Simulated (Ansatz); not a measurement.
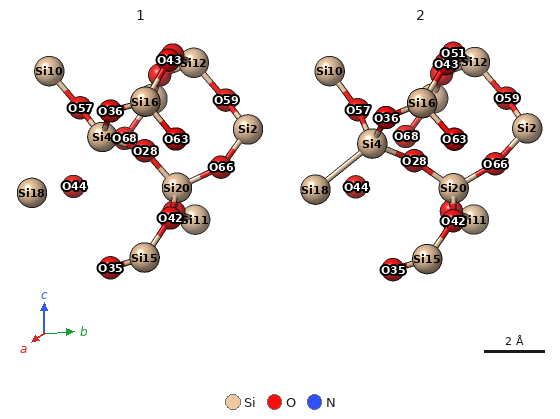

Two geometries of a defect cell of composition Si24O46N (cell charge −1), drawn at one scale. One is the start of a relaxation, the other its converged end. The picture is a ball-and-stick view of the atoms within 4.2 Å of the atom that moves most (axes of the cell of the calculation (origin shifted)), seen slightly off an axis.

All numbers below come from Ansatz, DFT, PBEsol, PAW, plane waves. (plane-wave cutoff 420 eV; k-point mesh 1 × 1 × 1; mesh shifted by (0.25, 0.25, 0.25); collinear spin; atoms relaxed in a fixed cell; force threshold 0.03 eV/Å; at most 80 steps)

Question: Which one is relaxed?

Answer: Structure 2 is the relaxed one. The largest move is that of an O atom, 0.50 Å roughly along [1 −1 −1]. By element the largest moves are O 0.50 Å, Si 0.42 Å, N 0.30 Å. The cell doesn't change. Near-neighbour distances that change, for instance: Si–Si 3.009 → 2.454 Å, O–Si 1.658 → 1.614 Å, O–Si 1.584 → 1.623 Å, O–Si 1.603 → 1.617 Å. New bonds form, among them: Si–Si (3.01 → 2.45 Å). Among the angles between lasting bonds that change: Si–O–Si 141.6° → 158.0°, Si–O–Si 145.0° → 157.1°, O–Si–O 105.9° → 114.0°. Over 8 geometry steps the energy falls by 2.697 eV per cell of the calculation. The largest force component goes from 3.3 to 0.021 eV/Å. The program noted that the starting moments weren't kept.

Limits of the set-up: the cell is charged, on a uniform background, and energies carry no finite-size correction.
